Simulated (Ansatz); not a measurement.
**SiO2: density, localisation and related maps**

Input file:

```
crystal:
  lattice:
    - [4.7102232358, 0.0, 0.0]
    - [0.0, 8.0613729995, 0.0]
    - [0.0, 0.0, 8.587420748]
  atoms:
    - { symbol: Si, position: [0.1396598478, 0.0629482911, 0.1594211638] }
    - { symbol: Si, position: [0.1396598478, 0.4370517089, 0.6594211638] }
    - { symbol: Si, position: [0.6396598478, 0.5629482911, 0.8405788362] }
    - { symbol: Si, position: [0.3603401522, 0.4370517089, 0.1594211638] }
    - { symbol: Si, position: [0.8603401522, 0.5629482911, 0.3405788362] }
    - { symbol: Si, position: [0.8603401522, 0.9370517089, 0.8405788362] }
    - { symbol: Si, position: [0.6396598478, 0.9370517089, 0.3405788362] }
    - { symbol: Si, position: [0.3603401522, 0.0629482911, 0.6594211638] }
    - { symbol: O, position: [0.5962020309, 0.0564928243, 0.7965321727] }
    - { symbol: O, position: [0.5962020309, 0.4435071757, 0.2965321727] }
    - { symbol: O, position: [0.4037979691, 0.5564928243, 0.7034678273] }
    - { symbol: O, position: [0.25, 0.25, 0.640144742] }
    - { symbol: O, position: [0.0962020309, 0.5564928243, 0.2034678273] }
    - { symbol: O, position: [0.4037979691, 0.9435071757, 0.2034678273] }
    - { symbol: O, position: [0.9037979691, 0.0564928243, 0.2965321727] }
    - { symbol: O, position: [0.0, 0.5, 0.5] }
    - { symbol: O, position: [0.75, 0.75, 0.359855258] }
    - { symbol: O, position: [0.75, 0.75, 0.859855258] }
    - { symbol: O, position: [0.9037979691, 0.4435071757, 0.7965321727] }
    - { symbol: O, position: [0.5, 0.5, 0.0] }
    - { symbol: O, position: [0.25, 0.25, 0.140144742] }
    - { symbol: O, position: [0.0962020309, 0.9435071757, 0.7034678273] }
    - { symbol: O, position: [0.0, 0.0, 0.0] }
    - { symbol: O, position: [0.5, 0.0, 0.5] }
basis:
  ecutwfc: 500
kpoints:
  mp_grid: { grid: [6, 4, 4] }
  band_path:
    path:
      - [[0.0, 0.0, 0.0], [0.5, 0.0, 0.0], [0.5, 0.5, 0.0], [0.0, 0.5, 0.0], [0.0, 0.0, 0.0], [0.0, 0.0, 0.5], [0.5, 0.0, 0.5], [0.5, 0.5, 0.5], [0.0, 0.5, 0.5], [0.0, 0.0, 0.5]]
      - [[0.5, 0.0, 0.0], [0.5, 0.0, 0.5]]
      - [[0.0, 0.5, 0.0], [0.0, 0.5, 0.5]]
      - [[0.5, 0.5, 0.0], [0.5, 0.5, 0.5]]
    npoints: 10
hamiltonian:
  xc: r2scan
scf:
  occupations: { method: gaussian, width: 0.02 }
  n_extra_bands: 60
output:
  forces: true
  stress: true
  eigenvalues: true
  populations: true
  dos: { projected: true, de: 0.02, nscf_kmesh: { grid: [9, 6, 6] } }
  bader: false
  write_density: true
  write_potential: true
  elf: true
  volumetric_format: npy
```

Run with:

```sh
ansatz run input.yaml --threads 4 --pin off --max-ram 10240MiB --backend cpu --events-out ev --progress --plain --runs-dir out
```

Below, planes, directions and counts refer to the conventional cell (a = 4.71 Å, b = 8.06 Å, c = 8.59 Å, α = 90.00°, β = 90.00°, γ = 90.00°).

Space group Pccn; a structure from a database of computed crystals, not necessarily the ambient phase.

All numbers below come from DFT r2SCAN, scalar-relativistic, plane waves, PAW (Ansatz 0.2.0).

The density is the valence pseudo-density of a PAW calculation; it isn't the true density close to the nuclei.

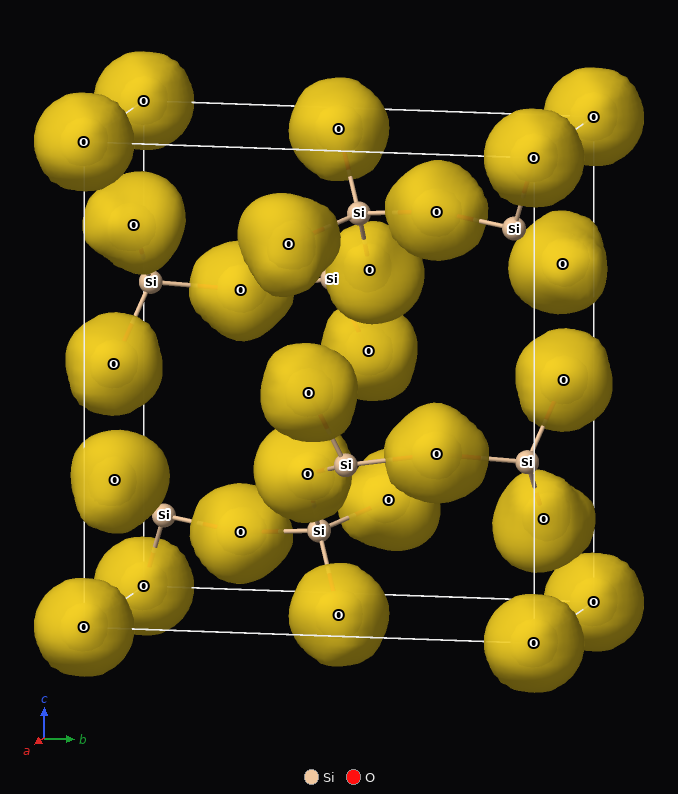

Figure 1. Isosurface of the ELF at 0.75 (yellow), seen slightly off an axis. Only the valence region is drawn (cores and ρ < 0.01 e/Å³ removed). Sticks mark near contacts.

Q: Describe the localisation domains.

A: At this value the surface marks out 16 regions on O in which the atom's valence shell and bonds are merged, counted in one cell of 24 atoms. Regions shared between cells count once. Along the contacts the grid gives the following. Si–O (1.60 Å): the ELF peaks at about 0.85 between the atoms, as expected for a short, strongly polar bond.

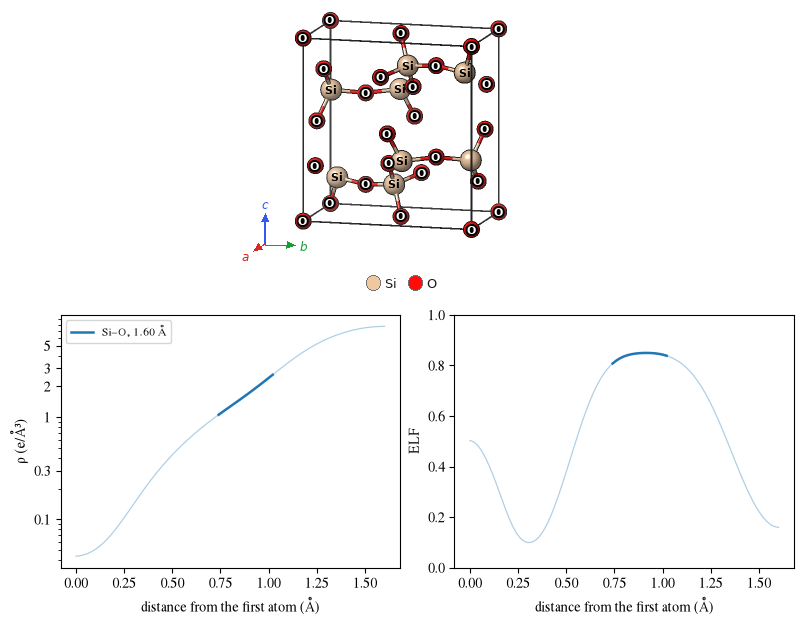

Figure 2. Valence electron density and ELF along straight lines between neighbouring atoms. Thin, pale parts lie inside the atomic spheres. The structure is drawn too.

Q: What kind of bonding do the profiles show?

A: Si–O (1.60 Å): the density is about 1.3 e/Å³ at the midpoint; the ELF peaks at about 0.85 between the atoms: a polar covalent bond.

Q: Metal or insulator at this level of theory?

A: It is gapped, with a Kohn–Sham gap of 6.3 eV on the k-point mesh, an upper bound to the gap of this method.
